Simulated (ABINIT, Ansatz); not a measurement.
# Quasiparticle gap of BaTiO3 (P4mm) in ABINIT, part 2 of 2

Wanted: ground state, empty states, screening and self-energy for BaTiO3 (P4mm).

ABINIT 10.8.3; LDA and many-body steps on it, plane waves. Known limits of the many-body steps: not at the basis limit; no spin-orbit coupling; coarse k mesh.

So far. Step 2 (Ground state): The gap is indirect, with the least direct gap 0.28 eV higher. Step 3 (Empty states on the mesh, 4×4×4 mesh, 83 bands): On this mesh the gap is 1.742 eV.

The database entry behind the starting cell differs from later determinations by our own check (c/a about 0.6 % short), so it need not match the best structure at ambient conditions.

## Step 4: Screening, 4×4×4 mesh, 77 bands, screening to 119.7 eV

The RPA dielectric matrix is built and inverted for each q.

This step: RPA screening on LDA, plane waves, norm-conserving pseudopotentials.

The input, run.abi:

```
acell 3*1.0 Angstrom
rprim 
  3.999800000000 0.000000000000 0.000000000000
  0.000000000000 3.999800000000 0.000000000000
  0.000000000000 0.000000000000 4.018000000000
ntypat 3
znucl 56 22 8
natom 5
typat 1 2 3 3 3
xred 
  0.000000000000 0.000000000000 0.000000000000
  0.500000000000 0.500000000000 0.490000000000
  0.500000000000 0.500000000000 0.019000000000
  0.500000000000 0.000000000000 0.517000000000
  0.000000000000 0.500000000000 0.517000000000
pp_dirpath "pseudos"
pseudos "Ba.upf, Ti.upf, O.upf"
ecut 38
ngkpt 4 4 4
nshiftk 1
shiftk 0 0 0
kptopt 1
chksymbreak 0
istwfk *1
occopt 1
irdwfk 1
optdriver 3
nband 77
ecuteps 4.4
inclvkb 2
awtr 1
symchi 1
indata_prefix "in"
outdata_prefix "out"
tmpdata_prefix "tmp"
```

Run with:

```
$ OMP_NUM_THREADS=1 mpirun -n 8 abinit run.abi > log
```

Numbers of over 12 decimals in the logs are rounded to 6 here.

The log of the run:

```text
.Version 10.8.3 of ABINIT. v10.8.2 released Aug 2026.

 Symmetries : space group P4 m m (# 99); Bravais tP (primitive tetrag.)
[... echo of the input left out ...]
== DATASET  1 ==================================================================
-   mpi_nproc: 8, omp_nthreads: 1 (-1 if OMP is not activated)

--- !DatasetInfo
iteration_state: {dtset: 1, }
dimensions: {natom: 5, nkpt: 18, mband: 77, nsppol: 1, nspinor: 1, nspden: 1, mpw: 4929, }
cutoff_energies: {ecut:  38.0, pawecutdg:  -1.0, }
electrons: {nelect:   4.00000000E+01, charge:   0.00000000E+00, occopt:   1.00000000E+00, tsmear:   1.00000000E-02, }

 SCREENING: Calculation of the susceptibility and dielectric matrices

 Based on a program developped by R.W. Godby, V. Olevano, G. Onida, and L. Reining.
 Incorporated in ABINIT by V. Olevano, G.-M. Rignanese, and M. Torrent.
.Using double precision arithmetic ; gwpc =  8

[... cell and pseudopotentials left out ...]
--------------------------------------------------------------------------------

 ==== K-mesh for the wavefunctions ====
 Number of points in the irreducible wedge :    18
[... list of points left out ...]
 Together with  8 symmetry operations and time-reversal symmetry
 yields    64 points in the full Brillouin Zone.

 ==== Q-mesh for the screening function ====
 Number of points in the irreducible wedge :    18
[... list of points left out ...]
 Together with  8 symmetry operations and time-reversal symmetry
 yields    64 points in the full Brillouin Zone.

 setmesh: FFT mesh size selected  =    27x   27x   30
          total number of points  =        21870

 vcoul_init : cutoff-mode = AUXILIARY_FUNCTION
 q-points for optical limit:   1
     1)      0.000010    0.000020    0.000030

- screening: taking advantage of time-reversal symmetry
- Maximum band index for partially occupied states nbvw = 20
- Remaining bands to be divided among processors   nbcw = 57
- Number of bands treated by each node ~7

 Number of electrons calculated from density =   40.0000; Expected =   40.0000
 average of density, n =  0.092210
 r_s =    1.3731
 omega_plasma =   29.2917 [eV]

 calculating chi0 at frequencies [eV] :
  1    0.000000E+00    0.000000E+00
  2    0.000000E+00    2.929166E+01

--------------------------------------------------------------------------------
  q-point number  1        q = ( 0.000000, 0.000000, 0.000000) [r.l.u.]
--------------------------------------------------------------------------------
[... chi0 elements left out ...]
 For q-point:  0.000010 0.000020 0.000030
  dielectric constant =   6.3618
  dielectric constant without local fields =   6.9137

  Average fulfillment of the sum rule on Im[epsilon] for q-point    1 :     50.59  [%]
[... wings left out ...]
  q-point number  2        q = ( 0.250000, 0.000000, 0.000000) [r.l.u.]
--------------------------------------------------------------------------------
[... chi0 elements left out ...]
  Average fulfillment of the sum rule on Im[epsilon] for q-point    2 :     67.03  [%]

 [... 16 further q-points ...]
```

It took 2.1 min on 8 MPI ranks of Arm Neoverse N1, shared host; peak memory 2.4 GiB.

Numbers from this step:

```yaml
eps_infinity_with_local_fields_on_this_mesh_along_the_program_s_q_direction: 6.362
the_same_without_local_fields: 6.914
plasma_frequency: 29.29 eV
plane_waves_in_the_screening_matrix: 179
```

Local fields lower ε∞ by 8 %. On a Γ-centred mesh this coarse the value itself is usually too large, while a short band sum pulls it down.

## Step 5: Self-energy, 4×4×4 mesh, 77 bands, screening to 119.7 eV

The self-energy is evaluated for the states that the input lists, and the levels follow from it, in one-shot runs by the linearised quasiparticle equation.

This step: G0W0 on LDA, plane waves, norm-conserving pseudopotentials.

run.abi, as its differences from that of step 4:

```diff
@@ -26,8 +26,17 @@
 irdwfk 1
-optdriver 3
+optdriver 4
 nband 77
+gwcalctyp 0
+ecutsigx 38
+symsigma 1
+nkptgw 2
+kptgw 
+  0.5000000000 0.5000000000 0.5000000000
+  0.0000000000 0.0000000000 0.0000000000
+bdgw 
+  18 23
+  19 23
 ecuteps 4.4
-inclvkb 2
-awtr 1
-symchi 1
+irdscr 1
+ppmodel 1
 indata_prefix "in"
```

The log of the run:

```text
.Version 10.8.3 of ABINIT. v10.8.2 released Aug 2026.

 Symmetries : space group P4 m m (# 99); Bravais tP (primitive tetrag.)
[... echo of the input left out ...]
== DATASET  1 ==================================================================
-   mpi_nproc: 8, omp_nthreads: 1 (-1 if OMP is not activated)

--- !DatasetInfo
iteration_state: {dtset: 1, }
dimensions: {natom: 5, nkpt: 18, mband: 77, nsppol: 1, nspinor: 1, nspden: 1, mpw: 4929, }
cutoff_energies: {ecut:  38.0, pawecutdg:  -1.0, }
electrons: {nelect:   4.00000000E+01, charge:   0.00000000E+00, occopt:   1.00000000E+00, tsmear:   1.00000000E-02, }

 SIGMA: Calculation of the GW corrections

 Based on a program developped by R.W. Godby, V. Olevano, G. Onida, and L. Reining.
 Incorporated in ABINIT by V. Olevano, G.-M. Rignanese, and M. Torrent.
.Using double precision arithmetic ; gwpc =  8

[... cell and pseudopotentials left out ...]
--------------------------------------------------------------------------------

 ==== K-mesh for the wavefunctions ====
 Number of points in the irreducible wedge :    18
[... list of points left out ...]
 Together with  8 symmetry operations and time-reversal symmetry
 yields    64 points in the full Brillouin Zone.

 ==== Q-mesh for screening function ====
 Number of points in the irreducible wedge :    18
[... list of points left out ...]
 Together with  8 symmetry operations and time-reversal symmetry
 yields    64 points in the full Brillouin Zone.

 vcoul_init : cutoff-mode = AUXILIARY_FUNCTION
 q-points for optical limit:   1
     1)      0.000010    0.000020    0.000030
 setmesh: FFT mesh size selected  =    45x   45x   45
          total number of points  =        91125

 Number of electrons calculated from density =   40.0000; Expected =   40.0000
 average of density, n =  0.092210
 r_s =    1.3731
 omega_plasma =   29.2917 [eV]

 === KS Band Gaps ===
  >>>> For spin  1
   Minimum direct gap =   2.0230 [eV], located at k-point      :   0.0000  0.0000  0.0000
   Fundamental gap    =   1.7422 [eV], Top of valence bands at :   0.5000  0.5000  0.5000
                                       Bottom of conduction at :   0.0000  0.0000  0.0000
 SIGMA fundamental parameters:
 PLASMON POLE MODEL  1
 number of plane-waves for SigmaX                 4929
 number of plane-waves for SigmaC and W            179
 number of plane-waves for wavefunctions          4929
 number of bands                                    77
 number of independent spin polarizations            1
 number of spinorial components                      1
 number of k-points in IBZ                          18
 number of q-points in IBZ                          18
 number of symmetry operations                       8
 number of k-points in BZ                           64
 number of q-points in BZ                           64
 number of frequencies for dSigma/dE                 9
 frequency step for dSigma/dE [eV]                0.25
 number of omega for Sigma on real axis              0
 max omega for Sigma on real axis  [eV]           0.00
 zcut for avoiding poles [eV]                     0.10

 EPSILON^-1 parameters (SCR file):
 dimension of the eps^-1 matrix on file            179
 dimension of the eps^-1 matrix used               179
 number of plane-waves for wavefunctions          4929
 number of bands                                    77
 number of q-points in IBZ                          18
 number of frequencies                               2
 number of real frequencies                          1
 number of imag frequencies                          1

 matrix elements of self-energy operator (all in [eV])

 Perturbative Calculation

--- !SelfEnergy_ee
iteration_state: {dtset: 1, }
kpoint     : [   0.500,    0.500,    0.500, ]
spin       : 1
KS_gap     :    4.199
QP_gap     :    6.066
Delta_QP_KS:    1.867
data: !SigmaeeData |
     Band     E0 <VxcDFT>   SigX SigC(E0)      Z dSigC/dE  Sig(E)    E-E0       E
       18   6.194 -19.723 -24.888   5.250   0.762  -0.311 -19.658   0.065   6.259
       19   6.194 -19.723 -24.888   5.250   0.762  -0.311 -19.658   0.065   6.259
       20   6.277 -19.742 -24.920   5.282   0.762  -0.312 -19.663   0.079   6.356
       21  10.477 -21.652 -13.147  -5.880   0.741  -0.349 -19.706   1.946  12.422
       22  10.477 -21.651 -13.147  -5.880   0.741  -0.349 -19.706   1.946  12.422
       23  10.477 -21.651 -13.147  -5.880   0.741  -0.349 -19.706   1.946  12.422

--- !SelfEnergy_ee
iteration_state: {dtset: 1, }
kpoint     : [   0.000,    0.000,    0.000, ]
spin       : 1
KS_gap     :    2.023
QP_gap     :    3.728
Delta_QP_KS:    1.705
data: !SigmaeeData |
     Band     E0 <VxcDFT>   SigX SigC(E0)      Z dSigC/dE  Sig(E)    E-E0       E
       19   5.996 -19.835 -24.485   4.764   0.769  -0.301 -19.748   0.087   6.084
       20   5.996 -19.835 -24.485   4.764   0.769  -0.301 -19.748   0.087   6.084
       21   8.019 -18.773 -11.360  -5.115   0.780  -0.282 -16.981   1.792   9.812
       22   8.239 -18.944 -11.874  -4.794   0.779  -0.284 -17.172   1.772  10.011
       23   8.239 -18.944 -11.874  -4.794   0.779  -0.284 -17.172   1.772  10.011

== END DATASET(S) ==============================================================
================================================================================

 -outvars: echo values of variables after computation  --------
           etotal      0.0000000000E+00
            nband          77
             nkpt          18
          spgroup          99
 [... the other variables as echoed above ...]

 Calculation completed.
```

Elapsed: 14 s, on 8 MPI ranks; peak memory 1.7 GiB; 1.9 min of CPU time.

This step gave:

| Item | Value |
| --- | --- |
| G0W0 gap on the points computed | 3.456 eV |
| starting gap on the mesh | 1.742 eV |
| k of the valence top | 0.5, 0.5, 0.5 |
| k of the conduction bottom | 0, 0, 0 |
| Z at the valence top | 0.762 |
| Z at the conduction bottom | 0.78 |
| least direct G0W0 gap on the computed points | 3.728 eV |

The gap on the mesh goes from 1.74 eV to 3.46 eV, a correction of +1.71 eV.

Limits: finite bands, cutoff and mesh; no spin-orbit coupling; coarse k mesh. v1 is the top filled band, c1 the lowest empty one. Levels before and after the correction, in eV, zero at the valence-band top of each column:

```csv
,conduction bottom,valence top
Kohn-Sham,1.74,0.00
G0W0,3.46,0.00
```

```csv
,level,energy (eV)
Kohn-Sham,(0.5 0.5 0.5) v3-v2,-0.083
Kohn-Sham,(0.5 0.5 0.5) v1,0.000
Kohn-Sham,(0.5 0.5 0.5) c1-c3,4.199
Kohn-Sham,Γ v2-v1,-0.281
Kohn-Sham,Γ c1,1.742
Kohn-Sham,Γ c2-c3,1.962
G0W0,(0.5 0.5 0.5) v3-v2,-0.097
G0W0,(0.5 0.5 0.5) v1,0.000
G0W0,(0.5 0.5 0.5) c1-c3,6.066
G0W0,Γ v2-v1,-0.272
G0W0,Γ c1,3.456
G0W0,Γ c2-c3,3.655
```

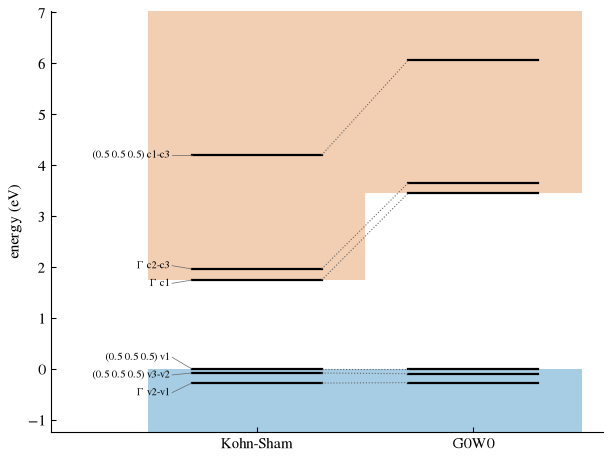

Levels before and after the correction. Shaded: valence and conduction bands.

## Step 6: Where the time went

Times are wall times on 8 MPI ranks of Arm Neoverse N1, shared host, good to a factor of about two.

```csv
step,time,share,memory (GiB)
ground state,88 s,28 %,0.67
empty states on the mesh,82 s,26 %,0.63
screening,2.1 min,41 %,2.4
self-energy,14 s,5 %,1.7
```

## Step 7: Outcome

* LDA gap: 1.74 eV, indirect
* G0W0 gap on the mesh: 3.46 eV
* GW settings: 4×4×4 mesh, 77 bands, screening to 119.7 eV, Godby-Needs plasmon pole
* known limits: not at the basis limit; no spin-orbit coupling; coarse k mesh

In words: G0W0 moves the gap on the mesh from 1.74 eV to 3.46 eV (+1.71 eV), with Z of 0.76 and 0.78 at the edges. Local fields lower the RPA ε∞ on this mesh from 6.91 to 6.36; a Γ-centred mesh this coarse tends to raise both, most where the direct gap is narrow, while a short band sum lowers them. Only 2 of the mesh's irreducible points were corrected, so a valley elsewhere could overtake. Bands and cutoff are finite, so the gap is not at the basis limit. The miss can reach some tenths of an eV and take either sign; the mesh is an error of its own. In the G0W0 run levels were corrected at 2 k points alone, so a gap called «on the mesh» is the least over those, and an edge elsewhere would be missed. The 4×4×4 mesh is coarse for this cell, which bears on the long-range parts of exchange and screening. The many-body steps are scalar-relativistic: spin-orbit coupling is not in them.

[Paths, hosts, dates, memory and timing lines, banners, echoed tables and standing remarks are left out of the program output.]

[Logs are printed without paths, hosts, clocks, repeated set-up lines and the standing remarks that a program may print on its own settings, such as how far it seeks lower states.]

[Runs of the session that timed out or met a known fault of the program may be left out.]

[Hosts, paths, dates, database ids (printed as entryN), source tags and the programs' standing remarks are cut or masked in the printed files.]

[G0W0 gaps are taken among the corrected bands and points alone; a level outside them can change the order at an edge.]

[Where Ansatz stands beside ABINIT at settings called matched, ABINIT's density can come from a denser mesh and the files from another edition; pairs whose starting gaps differed by over 0.03 eV were left out, so agreement reads better than it is.]
